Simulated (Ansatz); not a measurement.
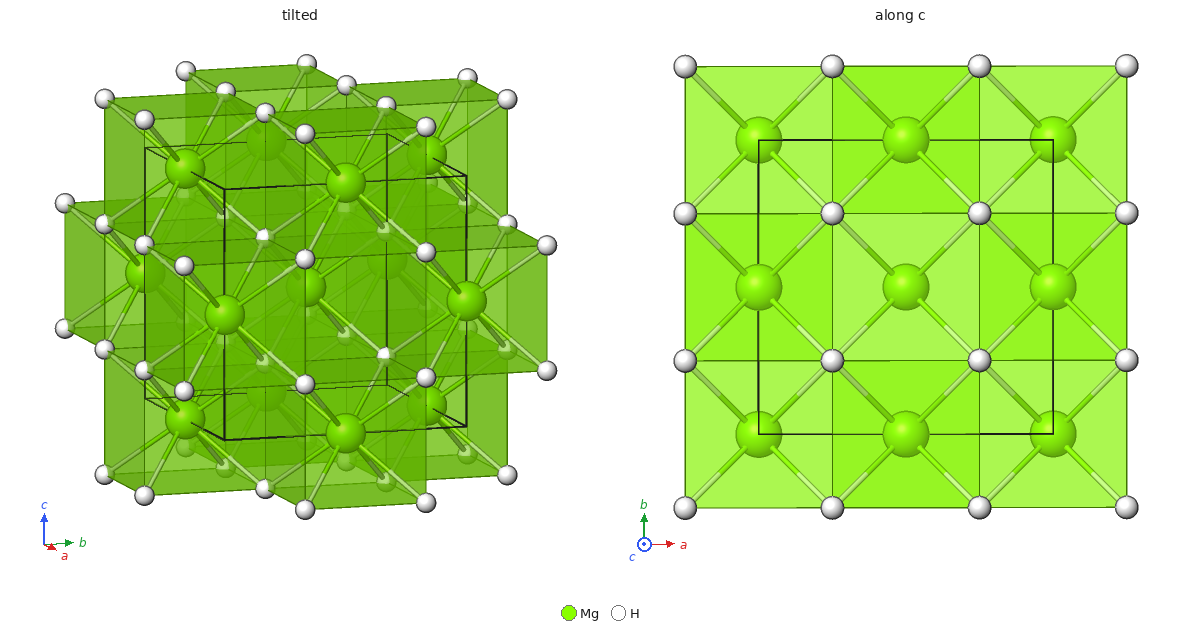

Figure: polyhedral view slightly off an axis and along the c axis. The wireframe shows the drawn cell (a repeat of the simulation cell). A few atoms beyond the faces are included.

MgH2, a = 4.757 Å, b = 4.757 Å, c = 4.757 Å, α = 90.00°, β = 90.00°, γ = 89.91°. Within 0.01 Å the space group is Fm-3m (No. 225), face-centred cubic: fluorite (CaF₂ type). The cell started as a structure type filled with these elements by a generator (whether the compound takes this form wasn't checked). Earlier steps of the study may have refined or changed the cell and positions. It was run through Ansatz as a DFT input.

This one geometry was computed with Ansatz (DFT, plane waves, PAW) at three levels of theory: r2SCAN, LDA and PBE.

### Which level gives the highest pressure at this volume, and what does that say about its equilibrium volume?

Highest: PBE (0.0 GPa), which points to the largest equilibrium volume. Lowest, with the smallest volume: LDA (-3.2 GPa). Levels within 0.5 GPa of each other can't be told apart.

### How does the band gap change with the level of theory?

All levels give a metal.

### Collect the results in a table.

| level | cutoff (eV) | k-mesh of the run's cell | gap (eV) | pressure (GPa) |
| --- | --- | --- | --- | --- |
| r2SCAN | 500 | 20×20×20 | metal | -1.2 |
| LDA | 420 | 20×20×20 | metal | -3.2 |
| PBE | 420 | 20×20×20 | metal | 0.0 |

Gaps are taken on the k-mesh or band path of each run.
